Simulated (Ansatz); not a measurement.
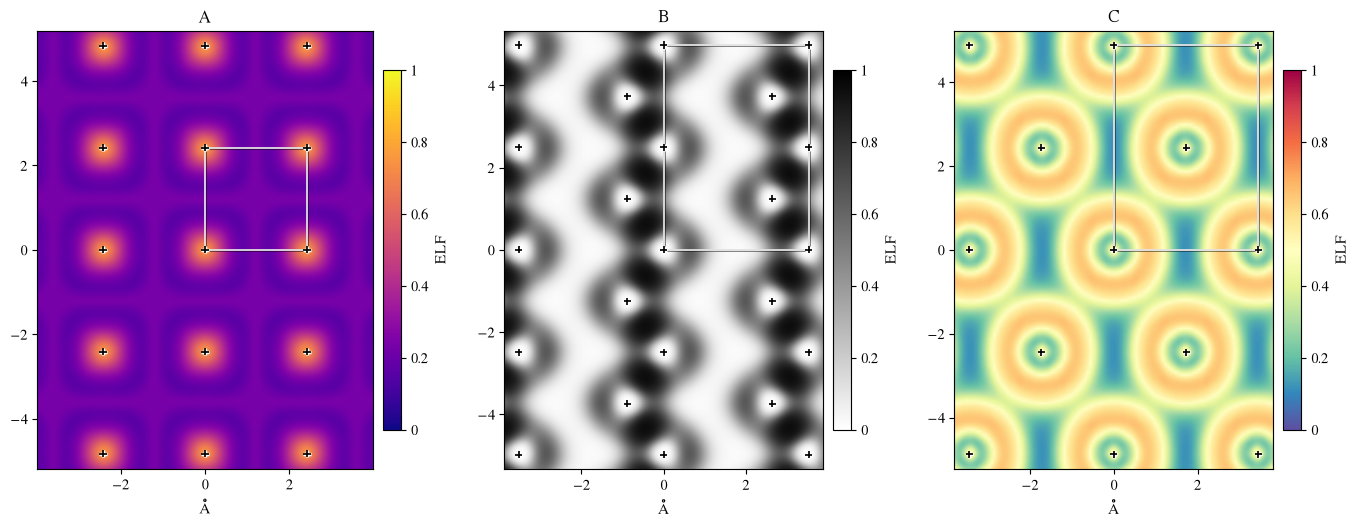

The electron localisation function of 3 systems, each on a plane through atoms (crosses mark nuclei in the plane).

These are results of Ansatz, DFT, PBE, plane waves (420 eV) with PAW, scalar-relativistic, not measurements.

System 1: As, the (110) plane of the conventional cell. Space group Im-3m; set up as As, bcc; a generated structure, not necessarily the stable one; changed on purpose from its base cell (volume × 1.08); computed pressure about −5 GPa in this cell; computed without spin polarisation.

```xyz
2
Lattice="3.4517 0.0000 0.0000 0.0000 3.4517 0.0000 0.0000 0.0000 3.4517" Properties=species:S:1:pos:R:3 pbc="T T T"
As    0.0000    0.0000    0.0000
As    1.7258    1.7258    1.7258
```

System 2: C, the (101) plane of the conventional cell. Space group Fd-3m; set up as C, diamond; changed on purpose from its base cell (volume × 0.96); computed pressure about 19 GPa in this cell.

```
C
1.0
     3.52336    0.00000    0.00000
     0.00000    3.52336    0.00000
     0.00000    0.00000    3.52336
C
8
Direct
  0.00000 0.00000 0.00000
  0.50000 0.50000 0.00000
  0.50000 0.00000 0.50000
  0.00000 0.50000 0.50000
  0.25000 0.25000 0.25000
  0.75000 0.75000 0.25000
  0.75000 0.25000 0.75000
  0.25000 0.75000 0.75000
```

System 3: Ni, the (010) plane of the conventional cell. Space group Pm-3m; set up as Ni, simple cubic; a generated structure, not necessarily the stable one; changed on purpose from its base cell (volume × 1.12); computed pressure about −13 GPa in this cell; computed without spin polarisation.

```
Ni
1.0
     2.41609    0.00000    0.00000
     0.00000    2.41609    0.00000
     0.00000    0.00000    2.41609
Ni
1
Direct
  0.00000 0.00000 0.00000
```

### Which map belongs to which system?

Panel A is system 3, Ni: the plane holds Ni. Ni–Ni (2.42 Å): the ELF is about 0.25 at the midpoint (no localised pair shows between them). Panel B is system 2, C: the plane holds C. C–C (1.53 Å): the ELF peaks at about 0.95 between the atoms; a shared electron pair. Panel C is system 1, As: the plane holds As. As–As (2.99 Å): the ELF is about 0.40 at the midpoint.
